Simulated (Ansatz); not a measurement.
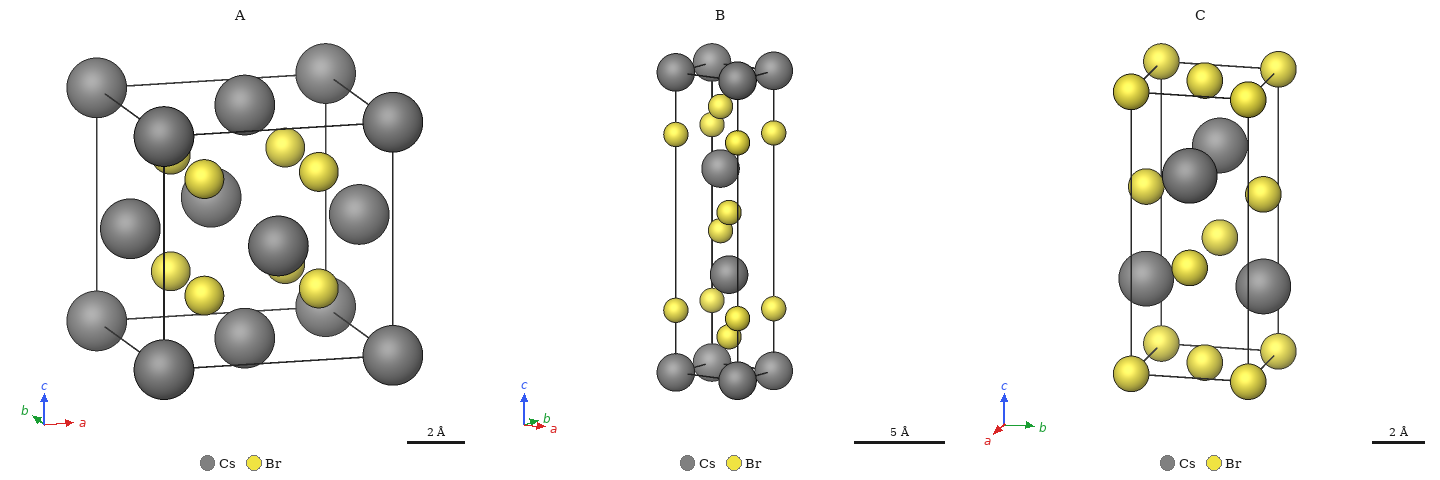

Three structures of CsBr2, each relaxed to rest (conventional cells in solid outline, small ones repeated, each panel with its own scale). Method: Ansatz, DFT PBE, scalar-relativistic, plane waves, PAW, without spin polarisation.

Give the type and space group of each panel.

Answer. A: fluorite (CaF₂ type), Fm-3m; B: 9 atoms a cell on a rhombohedral (trigonal R) lattice, R-3m; C: 6 atoms a cell on a primitive tetragonal lattice, P4/nmm.

Rank them by energy, lowest first.

Answer. C, then B (+105 meV/atom) and A (+119 meV/atom), energies at zero smearing.

Collect the results in a table.

Answer.
| panel | structure | E − E(lowest) (meV/atom) | volume (Å³/atom) | gap (eV) |
| --- | --- | --- | --- | --- |
| C | P4/nmm | 0 | 41.7 | metal |
| B | R-3m | 105 | 50.4 | metal |
| A | Fm-3m | 119 | 51.3 | metal |

Some of these may be structure types tried for this composition rather than known phases, and the most stable form need not be among them. Gaps are taken on the k-mesh or band path of each run.
